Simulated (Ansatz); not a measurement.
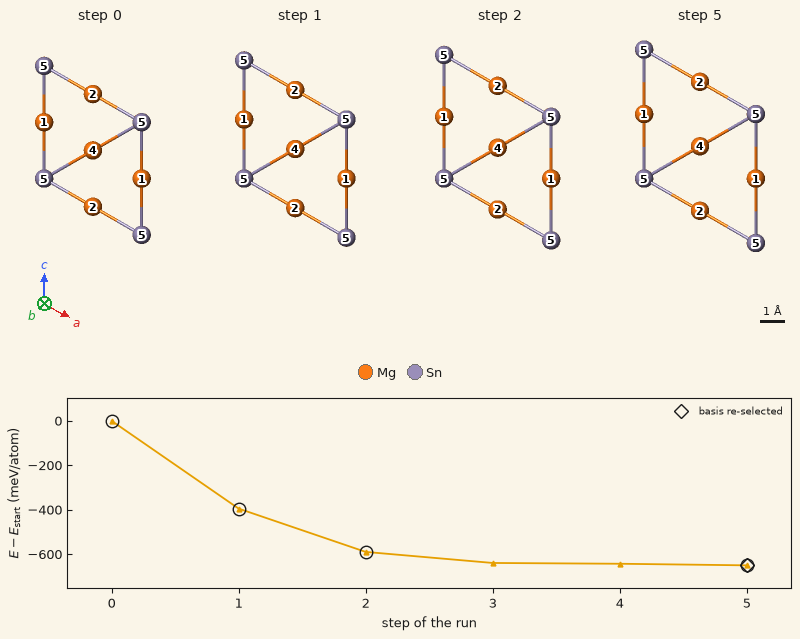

Frames of a relaxation of a crystal of Mg4Sn (a generated structure, set up in Im-3m) (coarse preliminary run), marked on the history of the run. A ball-and-stick model of the cell of the calculation, seen along the b axis.

All numbers below come from DFT PBE, scalar-relativistic, plane waves, PAW in Ansatz. (plane-wave cutoff 420 eV; k-point mesh 4 × 4 × 4; occupations gaussian; smearing width 0.1 eV; no spin polarisation; cell and atoms relaxed; force threshold 0.04 eV/Å; at most 70 steps)

### Describe the path.

The energy falls by 650 meV per atom in 4 accepted moves (5 points after the start). All forces vanish by symmetry, so only the cell relaxes. Pressure: 29.47 GPa at the start and 0.39 GPa at the end. At 1 point the geometry stayed and the basis and grid were re-selected for the new cell (energy shift of 7.2 meV per atom at most each time). No atom moves by more than 0.005 Å relative to the cell. Cell: a = b = c 5.011 → 5.738 Å (+14.5 %). Volume +50.2 %. Among the contacts that change: Mg–Sn 2.505 → 2.869 Å. The space group stays Im-3m (No. 229). Cost: 11 s on 1 thread of Arm Neoverse V1 (shared host), peak memory 0.37 GiB. From step 0 to 1: volume +15.3 %, energy −395 meV per atom. From step 1 to 2: volume +14.6 %, energy −195 meV per atom. From step 2 to 5: volume +13.6 %, energy −60.4 meV per atom.

```json
{"step": "0", "E − E(0), meV/atom": "0.00", "pressure, GPa": "29.47", "volume, Å³/atom": "19.369", "note": ""}
{"step": "1", "E − E(0), meV/atom": "-394.55", "pressure, GPa": "14.55", "volume, Å³/atom": "22.342", "note": ""}
{"step": "2", "E − E(0), meV/atom": "-589.33", "pressure, GPa": "5.48", "volume, Å³/atom": "25.605", "note": ""}
{"step": "3", "E − E(0), meV/atom": "-639.01", "pressure, GPa": "1.26", "volume, Å³/atom": "28.073", "note": ""}
{"step": "4", "E − E(0), meV/atom": "-642.56", "pressure, GPa": "-0.09", "volume, Å³/atom": "29.092", "note": ""}
{"step": "5", "E − E(0), meV/atom": "-649.75", "pressure, GPa": "0.39", "volume, Å³/atom": "29.092", "note": "same geometry, new basis"}
```
